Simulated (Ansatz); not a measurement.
## Run report: Ga2O3, single-point calculation (part 2 of 2)

Ga2O3 (C2/m, 40 atoms in the cell); DFT PBE, scalar-relativistic, plane waves, PAW, no spin polarisation (Ansatz 0.2.0); cutoff 420 eV, 2×2×2 k-mesh, Gaussian smearing of 0.01 eV. The structure derives from an entry of the Crystallography Open Database.

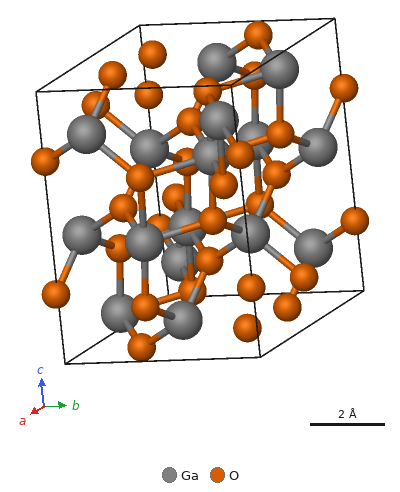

Fig. 1: The structure (ball-and-stick view of the cell of the calculation, seen slightly off an axis). An atom can appear more than once, as a periodic image.

### Output, continued
```
  k-point 0: bands = ["-10.9411", "-10.4725", "-10.2657", "-10.2404", "-10.1880", "-10.1135", "-10.0304", "-10.0183", "-10.0139", "-9.8557", "-9.8003", "-9.7818", "-9.7146", "-9.6810", "-9.6616", "-9.6118", "-9.5740", "-9.5226", "-9.4576", "-9.4533", "-9.4369", "-9.4278", "-9.3979", "-9.3707", "-5.4200", "-5.3908", "-5.3904", "-5.3839", "-5.3683", "-5.3336", "-5.3269", "-5.3231", "-5.3137", "-5.3104", "-5.3058", "-5.2971", "-5.2795", "-5.2778", "-5.2691", "-5.2687",
      "-5.2685", "-5.2539", "-5.2495", "-5.2484", "-5.2283", "-5.2270", "-5.2174", "-5.2117", "-5.2058", "-5.1970", "-5.1959", "-5.1896", "-5.1859", "-5.1852", "-5.1764", "-5.1700", "-5.1685", "-5.1605", "-5.1542", "-5.1374", "-5.1310", "-5.1233", "-5.1185", "-5.1172", "-5.1145", "-5.1001", "-5.0912", "-5.0743", "-5.0608", "-5.0548", "-5.0516", "-5.0509", "-5.0310", "-5.0294", "-5.0252", "-5.0201", "-5.0082", "-5.0078", "-5.0057", "-5.0034",
      "-5.0015", "-4.9863", "-4.9783", "-4.9769", "-4.9720", "-4.9580", "-4.9570", "-4.9461", "-4.9425", "-4.9073", "-4.8599", "-4.8587", "-4.8181", "-4.8013", "-4.6766", "-4.5647", "-4.5557", "-4.4869", "-4.4049", "-4.3948", "-4.3565", "-4.2984", "-4.2692", "-4.2620", "0.7695", "1.0157", "1.1501", "1.4447", "1.5279", "1.7174", "1.8082", "1.8243", "2.2116", "2.3943", "2.4835", "2.6154", "2.6662", "2.7029", "2.7584", "3.0006",
      "3.1712", "3.4967", "3.6924", "3.7699", "3.8304", "3.8928", "3.9469", "3.9684", "4.1224", "4.3091", "4.3221", "4.4688", "4.5130", "4.5445", "4.6246", "4.6866", "4.8989", "4.9213", "5.0118", "5.0640", "5.0973", "5.2826", "5.3445", "5.4054", "5.4259", "5.5793", "5.6219", "5.7140", "5.8293", "5.8453", "5.8851", "6.0237", "6.1315", "6.1513", "6.1732", "6.3520", "6.3951", "6.4385", "6.4536", "6.4552",
      "6.6015", "6.6472", "6.7113", "6.7859", "6.7871", "6.8057", "6.9384", "6.9436", "6.9517", "7.0004", "7.0107", "7.0684", "7.2622", "7.4081", "7.4710", "7.5158", "10.4742", "12.9491", "13.0497", "13.1934", "13.3257", "13.3544", "13.5238", "13.6118", "13.6890", "13.9950", "14.0536", "14.1736", "14.5010", "14.5142", "14.5799", "15.2254", "15.3861", "15.4186", "15.4628", "15.8146", "15.9996", "16.2455", "16.2901", "16.4021",
      "16.6382", "16.8110", "16.9966", "17.0967"]
  k-point 1: bands = ["-10.8501", "-10.6468", "-10.3257", "-10.3028", "-10.1642", "-10.0149", "-9.9911", "-9.9227", "-9.9187", "-9.9006", "-9.8758", "-9.7384", "-9.6986", "-9.6828", "-9.6779", "-9.6151", "-9.5774", "-9.5209", "-9.5025", "-9.4497", "-9.4330", "-9.4223", "-9.4114", "-9.3867", "-5.4311", "-5.3949", "-5.3828", "-5.3711", "-5.3621", "-5.3348", "-5.3330", "-5.3323", "-5.3138", "-5.3070", "-5.3047", "-5.2848", "-5.2811", "-5.2749", "-5.2704", "-5.2668",
      "-5.2635", "-5.2593", "-5.2586", "-5.2581", "-5.2402", "-5.2290", "-5.2159", "-5.2128", "-5.2107", "-5.1973", "-5.1906", "-5.1896", "-5.1881", "-5.1829", "-5.1729", "-5.1712", "-5.1547", "-5.1493", "-5.1477", "-5.1453", "-5.1396", "-5.1347", "-5.1253", "-5.1231", "-5.1203", "-5.1010", "-5.0805", "-5.0633", "-5.0581", "-5.0577", "-5.0557", "-5.0526", "-5.0394", "-5.0357", "-5.0172", "-5.0171", "-5.0091", "-5.0078", "-5.0070", "-5.0028",
      "-5.0009", "-4.9932", "-4.9912", "-4.9728", "-4.9709", "-4.9630", "-4.9597", "-4.9489", "-4.8995", "-4.8882", "-4.8688", "-4.8212", "-4.7644", "-4.7218", "-4.6925", "-4.6719", "-4.5861", "-4.5442", "-4.4199", "-4.4111", "-4.3317", "-4.2822", "-4.2694", "-4.2591", "0.9820", "1.1817", "1.3479", "1.4242", "1.5685", "1.5791", "1.6558", "1.7871", "1.9551", "1.9598", "2.1209", "2.6954", "2.7651", "2.7831", "2.9046", "3.3717",
      "3.3959", "3.6276", "3.6386", "3.7560", "3.8662", "3.8700", "3.9331", "3.9973", "4.1841", "4.2121", "4.2656", "4.2899", "4.3135", "4.4637", "4.6334", "4.6727", "4.8242", "4.8986", "4.9552", "5.0972", "5.4568", "5.4836", "5.4842", "5.5103", "5.5131", "5.5351", "5.6144", "5.6793", "5.6932", "5.7774", "5.8304", "5.9833", "6.0585", "6.1714", "6.2248", "6.2579", "6.3084", "6.5476", "6.5616", "6.5878",
      "6.6044", "6.6110", "6.6624", "6.6929", "6.7855", "6.7988", "6.8209", "6.8614", "6.9708", "7.0901", "7.1204", "7.1445", "7.2330", "7.2735", "7.3929", "7.4673", "11.0423", "12.1667", "12.7150", "13.1084", "13.2018", "13.2918", "13.6525", "13.6929", "13.7660", "13.9885", "14.1096", "14.4316", "14.4453", "14.7227", "14.8588", "14.8930", "15.0357", "15.6325", "15.9263", "16.0462", "16.1339", "16.2961", "16.3014", "16.4925",
      "16.6904", "16.7526", "17.2256", "17.2500"]
  k-point 2: bands = ["-10.8281", "-10.5463", "-10.4201", "-10.3569", "-10.2277", "-10.0257", "-10.0095", "-9.9110", "-9.9103", "-9.8672", "-9.8129", "-9.7775", "-9.7444", "-9.6632", "-9.6433", "-9.6118", "-9.5384", "-9.5018", "-9.4946", "-9.4876", "-9.4568", "-9.4212", "-9.3957", "-9.3776", "-5.4047", "-5.4047", "-5.3964", "-5.3822", "-5.3771", "-5.3494", "-5.3412", "-5.3203", "-5.3088", "-5.3018", "-5.2972", "-5.2950", "-5.2949", "-5.2835", "-5.2833", "-5.2807",
      "-5.2646", "-5.2635", "-5.2595", "-5.2580", "-5.2497", "-5.2218", "-5.2121", "-5.2036", "-5.2027", "-5.1987", "-5.1979", "-5.1974", "-5.1908", "-5.1791", "-5.1705", "-5.1656", "-5.1603", "-5.1500", "-5.1440", "-5.1333", "-5.1296", "-5.1286", "-5.1198", "-5.1158", "-5.1150", "-5.1078", "-5.1075", "-5.0889", "-5.0817", "-5.0625", "-5.0584", "-5.0443", "-5.0377", "-5.0367", "-5.0307", "-5.0274", "-5.0192", "-5.0078", "-5.0037", "-5.0018",
      "-4.9969", "-4.9965", "-4.9945", "-4.9688", "-4.9663", "-4.9617", "-4.9575", "-4.9247", "-4.9113", "-4.8524", "-4.8386", "-4.7377", "-4.7203", "-4.6266", "-4.6059", "-4.5989", "-4.5847", "-4.5757", "-4.4514", "-4.4353", "-4.4349", "-4.3880", "-4.3322", "-4.2366", "1.1124", "1.1475", "1.2636", "1.5204", "1.5351", "1.5813", "1.6465", "1.7056", "1.8641", "2.0472", "2.1321", "2.6417", "2.7747", "2.7967", "3.0928", "3.1798",
      "3.2114", "3.3369", "3.4854", "3.6477", "3.7665", "3.9768", "4.0246", "4.1354", "4.2804", "4.2807", "4.3157", "4.4400", "4.5386", "4.7336", "4.7487", "4.8469", "4.9387", "4.9504", "4.9711", "5.1264", "5.1950", "5.2487", "5.2541", "5.3052", "5.3762", "5.4167", "5.4519", "5.7251", "5.7601", "5.8563", "6.0298", "6.0867", "6.1663", "6.2702", "6.2817", "6.3097", "6.3944", "6.4345", "6.4782", "6.5301",
      "6.5447", "6.5985", "6.7133", "6.7146", "6.7661", "6.8176", "6.8551", "6.8718", "6.9924", "7.0365", "7.0567", "7.0900", "7.0947", "7.3927", "7.4395", "7.4790", "11.3690", "12.2365", "12.7448", "12.7626", "12.8419", "13.5285", "13.6073", "13.7614", "13.9623", "14.0367", "14.1377", "14.3632", "14.3646", "14.8470", "14.9294", "14.9994", "15.2787", "15.5296", "15.5522", "15.5659", "16.0780", "16.1087", "16.2685", "16.4928",
      "16.5435", "16.8758", "16.9920", "17.0834"]
  k-point 3: bands = ["-10.7934", "-10.6493", "-10.3988", "-10.3496", "-10.1213", "-10.0269", "-9.9807", "-9.9746", "-9.9105", "-9.8612", "-9.8128", "-9.7580", "-9.7393", "-9.7042", "-9.6999", "-9.6335", "-9.5526", "-9.4890", "-9.4668", "-9.4636", "-9.4595", "-9.4188", "-9.4115", "-9.3536", "-5.4105", "-5.3947", "-5.3817", "-5.3793", "-5.3772", "-5.3610", "-5.3359", "-5.3284", "-5.3186", "-5.3059", "-5.3001", "-5.2918", "-5.2914", "-5.2902", "-5.2820", "-5.2744",
      "-5.2729", "-5.2683", "-5.2668", "-5.2596", "-5.2553", "-5.2195", "-5.2171", "-5.2142", "-5.2018", "-5.2006", "-5.1930", "-5.1876", "-5.1826", "-5.1701", "-5.1688", "-5.1653", "-5.1555", "-5.1478", "-5.1436", "-5.1409", "-5.1379", "-5.1353", "-5.1317", "-5.1124", "-5.1090", "-5.1067", "-5.0933", "-5.0894", "-5.0678", "-5.0576", "-5.0483", "-5.0470", "-5.0457", "-5.0406", "-5.0389", "-5.0213", "-5.0206", "-5.0070", "-5.0042", "-4.9980",
      "-4.9947", "-4.9867", "-4.9847", "-4.9823", "-4.9700", "-4.9626", "-4.9572", "-4.9274", "-4.8682", "-4.8672", "-4.7960", "-4.7612", "-4.7058", "-4.6924", "-4.6709", "-4.6318", "-4.5756", "-4.5265", "-4.4885", "-4.4301", "-4.4030", "-4.3628", "-4.3179", "-4.2346", "0.9429", "1.1917", "1.2992", "1.3817", "1.6821", "1.7082", "1.8431", "1.8599", "1.8742", "1.9332", "2.2086", "2.2524", "2.6533", "2.8032", "3.0707", "3.0807",
      "3.2179", "3.2821", "3.4810", "3.7604", "3.9013", "3.9968", "4.1399", "4.1761", "4.2654", "4.3026", "4.3792", "4.3959", "4.5321", "4.6481", "4.7142", "4.7286", "4.8677", "4.9575", "4.9695", "5.0714", "5.2121", "5.3207", "5.4310", "5.4527", "5.4636", "5.5647", "5.5909", "5.6153", "5.6538", "5.7570", "5.8537", "6.0419", "6.0689", "6.0864", "6.2858", "6.3321", "6.4071", "6.4131", "6.4952", "6.5004",
      "6.5963", "6.6451", "6.6799", "6.7494", "6.7798", "6.8822", "6.8901", "6.9663", "6.9904", "7.0101", "7.0103", "7.0457", "7.1157", "7.4345", "7.4420", "7.4963", "11.2890", "12.3157", "12.8009", "12.8657", "12.9927", "13.3298", "13.4996", "13.6931", "13.8273", "13.9797", "14.0564", "14.2882", "14.7344", "14.8025", "14.8205", "14.9414", "15.0499", "15.5137", "15.7927", "15.8331", "16.2119", "16.2571", "16.2618", "16.5078",
      "16.6650", "16.8442", "16.8700", "16.9387"]
```

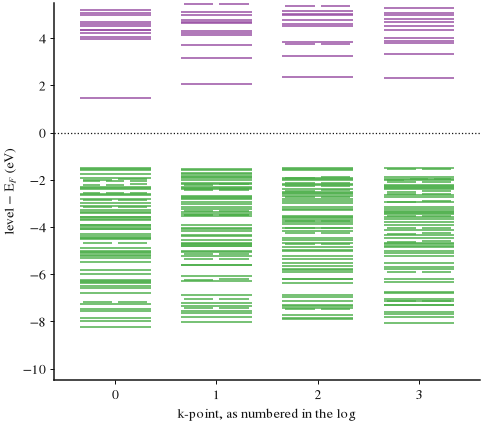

Fig. 2: Kohn–Sham levels near the Fermi level (dotted) at the few k-points that the log prints; levels within 0.02 eV of each other stand side by side. Among these points the highest filled and lowest empty levels are 2.96 eV apart, which is the gap on the mesh.
